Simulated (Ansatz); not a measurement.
**HfO2: density, localisation and related maps**

```
CELL_PARAMETERS angstrom
4.78890 -4.78890 0.00000
4.78890 4.78890 0.00000
0.00000 0.00000 3.18582
ATOMIC_POSITIONS crystal
Hf 0.00000 0.00000 0.00785
Hf 0.50000 0.50000 0.00785
Hf 0.50000 0.00000 0.50000
Hf 0.00000 0.50000 0.50000
O 0.19511 0.00000 0.50000
O 0.69511 0.50000 0.50000
O 0.00000 0.30489 0.00000
O 0.50000 0.80489 0.00000
O 0.50000 0.19511 0.00000
O 0.00000 0.69511 0.00000
O 0.80489 0.00000 0.50000
O 0.30489 0.50000 0.50000
```

Space group Cmm2; a structure from a database of computed crystals, not necessarily the ambient phase; changed on purpose from its base cell (atom 1 (Hf) moved +0.025 A along Cartesian [0 0 1]).

These are results of DFT LDA, scalar-relativistic, plane waves, PAW (Ansatz), not measurements.

Core electrons are frozen (PAW), and the valence fields are smoothed inside the atomic spheres.

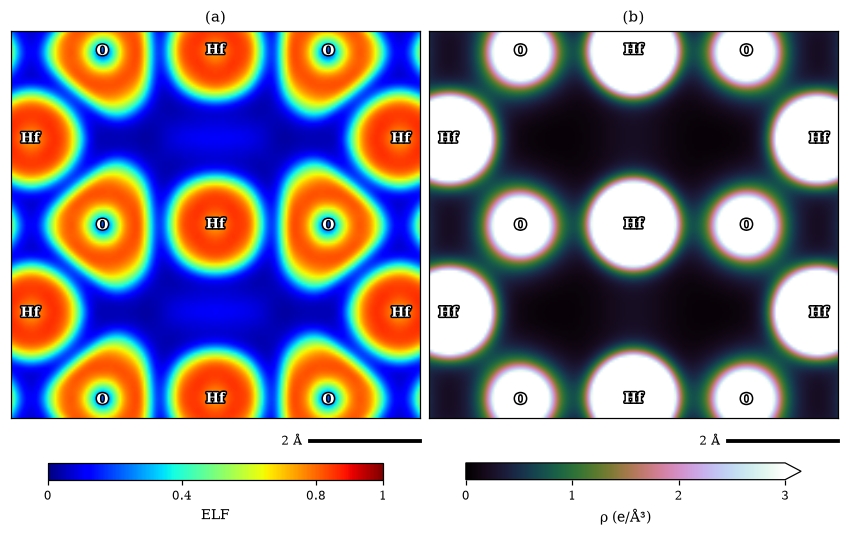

Figure 1. (a) ELF; (b) valence electron density on the (100) plane of the conventional cell.

Question: What does the map show?

Answer: Atoms in the plane: Hf and O.
Hf–O (2.07 Å): the density is about 0.81 e/Å³ at the midpoint; the ELF peaks at about 0.85 in the valence shell of O, 0.6 Å from its nucleus, and drops to about 0.20 between the two atoms: no shared electron pair shows on this line.
Hf–Hf (3.19 Å): ρ at the midpoint is about 0.23 e/Å³; the ELF is about 0.10 at the midpoint: no shared electron pair shows on this line.
Between the atoms the lowest density in this plane is 0.06 e/Å³.
The features right at Hf lie inside the PAW spheres, where the map follows smoothed inner orbitals and isn't to be read closely.

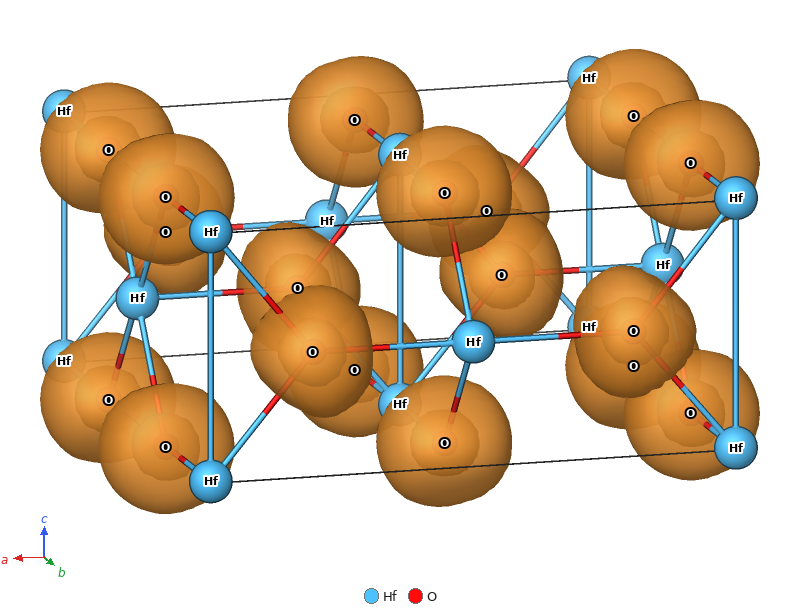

Figure 2. Isosurface of the ELF at 0.75 (orange), seen at an oblique angle. Core shells and regions of very low density are left out. Sticks mark near contacts.

Question: Describe the localisation domains.

Answer: The ELF exceeds this value in eight regions wrapped around O (the valence shell of each), counted in one cell of 12 atoms. Any copies at cell faces, edges or corners count once. Along the contacts the grid gives the following. Hf–O (2.05 Å): the ELF peaks at about 0.80 in the valence shell of O, 0.6 Å from its nucleus, and drops to about 0.20 between the two atoms; no shared electron pair shows on this line.

Question: Does the calculation make it a metal, or give it a gap?

Answer: It is gapped, with a Kohn–Sham gap of 3.9 eV on the k-point mesh, an upper bound to the gap of this method.
